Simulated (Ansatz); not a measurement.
**Run report: PbSe, geometry relaxation (part 1 of 2)**

The run: geometry relaxation of PbSe (F-43m, 2 atoms in the cell). Method and program: DFT, PBEsol, plane waves, PAW, no spin polarisation (Ansatz 0.2.0).

The structure was built on a prototype by a generator. The geometry comes from this level: PBE. Figures and captions count atoms from 1; the log counts them from 0 in places.

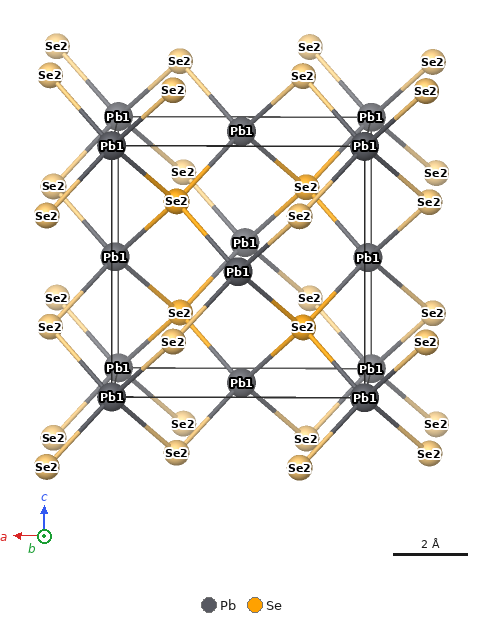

Figure 1. The structure as given in the input (ball-and-stick view of the cell 4 times as large as that of the calculation, set on its symmetry axes, seen at an oblique angle; neighbours outside the cell are drawn fainter; atoms are numbered from 1 in the order of the input). An atom can appear more than once, as a periodic image.

## Summary

| quantity | value |
| --- | --- |
| outcome | converged |
| space group (tolerance 0.01 Å) | F-43m (216) |
| electrons treated | 30 |
| free energy | −17179.6841 eV |
| Fermi energy | 5.543 eV |
| band gap | 0.62 eV |
| pressure | −0.03 GPa |
| final volume | 78.13 Å³ |
| largest force (length of the vector) at the end | under 0.001 eV/Å |
| final cell | a = 4.798 Å, b = 4.798 Å, c = 4.798 Å, α = 60.00°, β = 60.00°, γ = 60.00° |
| hardware | 2 threads of Arm Neoverse V1, 24 GiB of memory available, shared host |
| wall time | 6.2 s (CPU time 12 s) |
| peak memory | 0.37 GiB |

## Remarks

Spin–orbit coupling is left out, which matters for Pb.

## Input
```yaml
crystal:
  lattice:
    - [0.0, 3.4487878618, 3.4487878618]
    - [3.4487878618, 0.0, 3.4487878618]
    - [3.4487878618, 3.4487878618, 0.0]
  atoms:
    - { symbol: Pb, position: [0.0, 0.0, 0.0] }
    - { symbol: Se, position: [0.25, 0.25, 0.25] }
kpoints:
  mp_grid: { grid: [6, 6, 6] }
hamiltonian:
  xc: pbesol
scf:
  occupations: { method: fermi_dirac, width: 0.02 }
relax:
  f_tol: 0.005
  cell: {}
output:
  write_density: true
  write_potential: true
  elf: true
  volumetric_format: npy
```

Launched with:
```bash
ansatz run input.yaml --threads 2 --pin off --max-ram 2211MiB --backend cpu --events-out ev --progress --plain --runs-dir out
```

## The program's output
```
Engine: ansatz 0.2.0, aarch64-unknown-linux-gnu
Pseudopotentials: kind: paw
Pseudopotential: Pb, paw, valence charge 14, recommended cutoff 420 eV (normal), Pb.paw.azcp
Pseudopotential: Se, paw, valence charge 16, recommended cutoff 420 eV (normal), Se.paw.azcp
Functional definition: PBEsol
  exchange = pbesol_x
  correlation = pbesol_c
Crystal: 2 atoms, lattice volume = 82.041 Å³
Basis set: ecut = 420 eV, 1639 PW (Γ), exchange–correlation on 72×72×72 points (8 copies of the dense FFT grid, shifted against one another)
Bands: 19, of which v1, the nominal top of the filled ones, is band 15 counted from 1 (14 counted from 0)
Symmetry: 24 space group operations
Space group: F-43m (ITA 216), of the structure as read, at distance tolerance 4.3e-5 Å
k-points: 16 of 216 (time reversal used)
Non-local potential: Pb, projectors of the file, l = 0: 2, l = 1: 2, l = 2: 2, l = 3: 2
Non-local potential: Se, projectors of the file, l = 0: 2, l = 1: 2, l = 2: 3, l = 3: 1
PAW form: soft (Blöchl's): semilocal exchange-correlation on the pseudo side does not see the compensation charge
PAW frozen core: Pb, regenerated for the run's functional, and the local potential with it (the file was generated under x = pbe(κ = 0.804, μ = 0.2195149727645171), c = pbe(β = 0.06672455060314922))
PAW frozen core: Se, regenerated for the run's functional, and the local potential with it (the file was generated under x = pbe(κ = 0.804, μ = 0.2195149727645171), c = pbe(β = 0.06672455060314922))
PAW one-centre angular grid: Pb, 590 points (default); XC on 64 Gauss nodes
PAW one-centre angular grid: Se, 590 points (default); XC on 64 Gauss nodes
Initial density: superposition of atomic densities (neutral atoms: chi_scale 0, normalization atom), corrected by the library's trained network
Initial wavefunctions: pseudopotential atomic-orbital guess
Functional: x = pbesol(κ = 0.804, μ = 0.12345679012345678), c = pbesol(β = 0.046)
SCF iter   1: F=—  HF=-17179.665407 eV  |F-HF|=—  |Δ(HF+E_count)|=         —  Δρ=1.59e-3  dr2=2.94e-3  ethr=1.77e-3  ⟨swp⟩=6.4  Hψ=1483  notcnv=0
preconditioner: auto → none  [insulator: Δε(μ)=0.732 eV  Ē_g=14.607 eV  σ=0.020 eV  W_gap=1.00  n_scr=14 (ndim 8)  ℏωp=18.3 eV  f_vac=0.217  D(μ)=0.00/eV (n_scr^D=0)  ε∞_Penn≈2.6]
SCF iter   2: F=—  HF=-17179.664118 eV  |F-HF|=—  |Δ(HF+E_count)|=   1.29e-3  Δρ=7.03e-4  dr2=4.88e-4  ethr=9.80e-6  ⟨swp⟩=3.4  Hψ=744  notcnv=0
SCF iter   3: F=—  HF=-17179.664192 eV  |F-HF|=—  |Δ(HF+E_count)|=   7.48e-5  Δρ=3.09e-4  dr2=1.14e-4  ethr=1.63e-6  ⟨swp⟩=2.7  Hψ=547  notcnv=0
SCF iter   4: F=—  HF=-17179.664257 eV  |F-HF|=—  |Δ(HF+E_count)|=   6.46e-5  Δρ=7.37e-5  dr2=5.60e-6  ethr=3.81e-7  ⟨swp⟩=2.1  Hψ=448  notcnv=0
SCF iter   5: F=—  HF=-17179.664269 eV  |F-HF|=—  |Δ(HF+E_count)|=   1.15e-5  Δρ=2.32e-5  dr2=5.14e-7  ethr=1.87e-8  ⟨swp⟩=2.0  Hψ=464  notcnv=0
SCF iter   6: F=-17179.664270 eV  HF=-17179.664270 eV  |F-HF|=7.56e-8  |Δ(HF+E_count)|=   1.78e-6  Δρ=5.37e-6  dr2=2.74e-8  ethr=3.33e-10  ⟨swp⟩=9.4  Hψ=2015  notcnv=0
SCF 1 converged in 6 iterations: F = -17179.664270 eV  dr2 = 2.74e-8
  Residual-converged pass: ⟨swp⟩=1.0  Hψ=368  notcnv=0  max |occ|·‖R‖ = 6.8e-9 eV (tolerance 1.0e-8 eV)  dr2=2.74e-8  dr2_onsite=1.43e-9  max |Δocc| = 6.7e-20
  greatest PAW one-centre occupation: 1.000 electrons in one spin orbital (limit 2), on the Se atom at site 1 (counted from 0), in its partial waves of l = 2
relax step   1: F+E_penalty+E_count = -17179.66427042 eV  Δ(F+E_penalty+E_count) = +0.000e0 eV  max|allowed force component| = 4.163e-16 eV/Å  Δτ_max = 0.0000 Å  P = -1.530 GPa  Ω = 82.041 Å³  (6 SCF iters, dr2 threshold 1.00e-7 eV, accepted)
Crystal: 2 atoms, lattice volume = 77.389 Å³
Basis set: ecut = 420 eV, 1459 PW (Γ), exchange–correlation on 72×72×72 points (8 copies of the dense FFT grid, shifted against one another)
Initial density: handed on by an earlier stage of this run
Initial wavefunctions: those handed on with the density
iter 1 solved again at ethr=5.15e-6 eV; its pass at ethr=3.10e-3 eV (dr2=1.54e-3 eV) is discarded
SCF iter   1: F=—  HF=-17179.683893 eV  |F-HF|=—  |Δ(HF+E_count)|=         —  Δρ=9.56e-4  dr2=1.28e-3  ethr=5.15e-6  ⟨swp⟩=2.9  Hψ=2056  notcnv=0
preconditioner: auto → none  [insulator: Δε(μ)=0.579 eV  Ē_g=14.788 eV  σ=0.020 eV  W_gap=1.00  n_scr=14 (ndim 8)  ℏωp=18.9 eV  f_vac=0.197  D(μ)=0.00/eV (n_scr^D=0)  ε∞_Penn≈2.6]
SCF iter   2: F=—  HF=-17179.683759 eV  |F-HF|=—  |Δ(HF+E_count)|=   1.33e-4  Δρ=5.28e-4  dr2=2.66e-4  ethr=4.27e-6  ⟨swp⟩=2.0  Hψ=429  notcnv=0
SCF iter   3: F=—  HF=-17179.683810 eV  |F-HF|=—  |Δ(HF+E_count)|=   5.05e-5  Δρ=2.36e-4  dr2=8.41e-5  ethr=8.87e-7  ⟨swp⟩=2.8  Hψ=452  notcnv=0
SCF iter   4: F=—  HF=-17179.683797 eV  |F-HF|=—  |Δ(HF+E_count)|=   1.23e-5  Δρ=4.69e-5  dr2=2.04e-6  ethr=2.80e-7  ⟨swp⟩=2.0  Hψ=374  notcnv=0
SCF iter   5: F=-17179.683800 eV  HF=-17179.683800 eV  |F-HF|=2.55e-7  |Δ(HF+E_count)|=   2.16e-6  Δρ=1.64e-5  dr2=1.69e-7  ethr=6.67e-10  ⟨swp⟩=6.9  Hψ=1912  notcnv=0
SCF 2 converged in 5 iterations: F = -17179.683800 eV  dr2 = 1.69e-7
relax step   2: F+E_penalty+E_count = -17179.68379986 eV  Δ(F+E_penalty+E_count) = -1.953e-2 eV  max|allowed force component| = 4.302e-16 eV/Å  Δτ_max = 0.0000 Å  P = +0.305 GPa  Ω = 77.389 Å³  energy of the carried Pulay correction = +3.537e-4 eV  (5 SCF iters, dr2 threshold 2.00e-7 eV, accepted)
Crystal: 2 atoms, lattice volume = 78.126 Å³
Basis set: ecut = 420 eV, 1471 PW (Γ), exchange–correlation on 72×72×72 points (8 copies of the dense FFT grid, shifted against one another)
iter 1 solved again at ethr=4.69e-7 eV; its pass at ethr=3.10e-3 eV (dr2=1.41e-4 eV) is discarded
SCF iter   1: F=—  HF=-17179.684381 eV  |F-HF|=—  |Δ(HF+E_count)|=         —  Δρ=1.59e-4  dr2=3.43e-5  ethr=4.69e-7  ⟨swp⟩=2.9  Hψ=1873  notcnv=0
preconditioner: auto → none  [insulator: Δε(μ)=0.619 eV  Ē_g=14.751 eV  σ=0.020 eV  W_gap=1.00  n_scr=14 (ndim 8)  ℏωp=18.8 eV  f_vac=0.208  D(μ)=0.00/eV (n_scr^D=0)  ε∞_Penn≈2.6]
SCF iter   2: F=—  HF=-17179.684376 eV  |F-HF|=—  |Δ(HF+E_count)|=   5.36e-6  Δρ=8.62e-5  dr2=7.00e-6  ethr=1.14e-7  ⟨swp⟩=2.0  Hψ=362  notcnv=0
SCF iter   3: F=—  HF=-17179.684377 eV  |F-HF|=—  |Δ(HF+E_count)|=   7.39e-7  Δρ=3.80e-5  dr2=2.27e-6  ethr=2.33e-8  ⟨swp⟩=2.1  Hψ=394  notcnv=0
SCF iter   4: F=-17179.684376 eV  HF=-17179.684376 eV  |F-HF|=3.69e-8  |Δ(HF+E_count)|=   4.46e-7  Δρ=7.18e-6  dr2=4.72e-8  ethr=6.67e-10  ⟨swp⟩=6.9  Hψ=1914  notcnv=0
SCF 3 converged in 4 iterations: F = -17179.684376 eV  dr2 = 4.72e-8
relax step   3: F+E_penalty+E_count = -17179.68437633 eV  Δ(F+E_penalty+E_count) = -5.765e-4 eV  max|allowed force component| = 4.950e-16 eV/Å  Δτ_max = 0.0000 Å  P = -0.026 GPa  Ω = 78.126 Å³  energy of the carried Pulay correction = +2.954e-4 eV  (4 SCF iters, dr2 threshold 2.00e-7 eV, accepted)
Initial wavefunctions: pseudopotential atomic-orbital guess (no wavefunctions were taken with the density)
iter 1 solved again at ethr=2.11e-7 eV; its pass at ethr=3.10e-3 eV (dr2=6.34e-5 eV) is discarded
SCF iter   1: F=—  HF=-17179.684089 eV  |F-HF|=—  |Δ(HF+E_count)|=         —  Δρ=4.27e-5  dr2=3.14e-7  ethr=2.11e-7  ⟨swp⟩=3.3  Hψ=2367  notcnv=0
preconditioner: auto → none  [insulator: Δε(μ)=0.616 eV  Ē_g=14.753 eV  σ=0.020 eV  W_gap=1.00  n_scr=14 (ndim 8)  ℏωp=18.8 eV  f_vac=0.208  D(μ)=0.00/eV (n_scr^D=0)  ε∞_Penn≈2.6]
SCF iter   2: F=—  HF=-17179.684090 eV  |F-HF|=—  |Δ(HF+E_count)|=   1.87e-6  Δρ=1.95e-5  dr2=5.81e-8  ethr=1.05e-9  ⟨swp⟩=2.0  Hψ=544  notcnv=0
SCF iter   3: F=—  HF=-17179.684091 eV  |F-HF|=—  |Δ(HF+E_count)|=   8.71e-8  Δρ=5.25e-6  dr2=1.11e-8  ethr=1.94e-10  ⟨swp⟩=3.0  Hψ=544  notcnv=0
SCF iter   4: F=—  HF=-17179.684091 eV  |F-HF|=—  |Δ(HF+E_count)|=   5.69e-9  Δρ=1.72e-6  dr2=2.38e-9  ethr=3.71e-11  ⟨swp⟩=2.8  Hψ=454  notcnv=0
SCF iter   5: F=—  HF=-17179.684091 eV  |F-HF|=—  |Δ(HF+E_count)|=  2.55e-11  Δρ=4.17e-7  dr2=6.24e-11  ethr=7.93e-12  ⟨swp⟩=2.4  Hψ=449  notcnv=0
SCF iter   6: F=-17179.684091 eV  HF=-17179.684091 eV  |F-HF|=3.64e-12  |Δ(HF+E_count)|=  1.27e-10  Δρ=4.15e-8  dr2=1.22e-12  ethr=1.00e-12  ⟨swp⟩=5.9  Hψ=1300  notcnv=0
SCF 4 converged in 6 iterations: F = -17179.684091 eV  dr2 = 1.22e-12
relax step   4: F+E_penalty+E_count = -17179.68409052 eV  Δ(F+E_penalty+E_count) = +2.858e-4 eV  max|allowed force component| = 4.395e-16 eV/Å  Δτ_max = 0.0000 Å  P = -0.026 GPa  Ω = 78.126 Å³  stress off target by 2.64e-2 GPa  SCF on the basis re-selected at this cell (its energy is not comparable with the rows above)  (6 SCF iters)
```

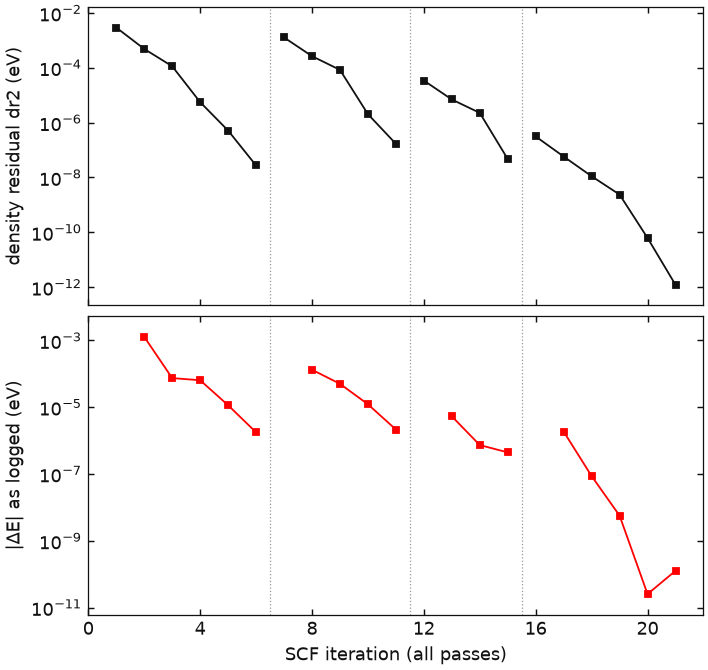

Figure 2. Convergence of the self-consistent field: density residual dr2 and size of the energy change against the SCF iteration. The dotted lines part the SCF passes of the relaxation: geometry steps, rejected trials and re-solves on a re-selected basis. The passes take 6, 5, 4 and 6 iterations.

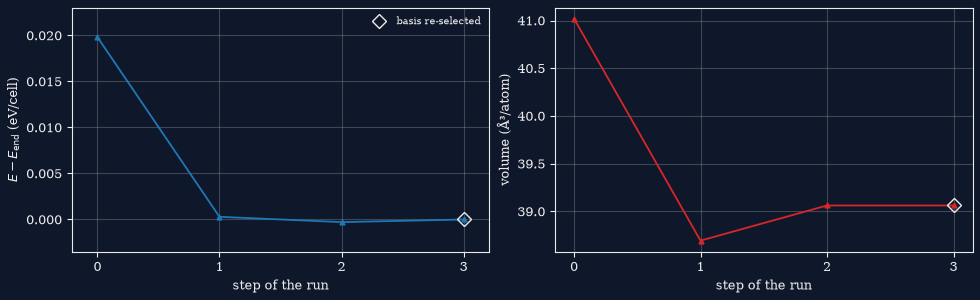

Figure 3. Progress of the relaxation, step by step (the first geometry is step 0 here and step 1 in the log).

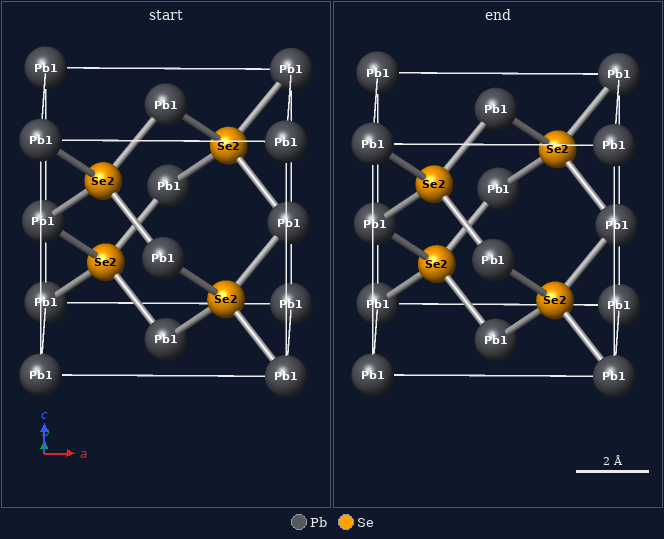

Figure 4. Before (left) and after (right) the relaxation, at one scale (ball-and-stick view of the cell 4 times as large as that of the calculation, set on its symmetry axes, seen at an oblique angle). After 2 geometry steps the energy has fallen by 20.1 meV per cell of the calculation. All forces vanish by symmetry, so only the cell relaxes. The pressure goes from −1.53 to −0.03 GPa. No atom moves by more than 0.005 Å relative to the cell. The volume changes by −4.8 %, with a = b = c 6.898 → 6.786 Å (−1.6 %). Distances before and after: Pb1–Se2 2.987 → 2.938 Å. The space group stays F-43m (No. 216). A last SCF at the same geometry on a re-selected plane-wave basis shifts the energy by +0.3 meV per cell of the calculation. (Atoms are counted from 1 in the order of the input.)
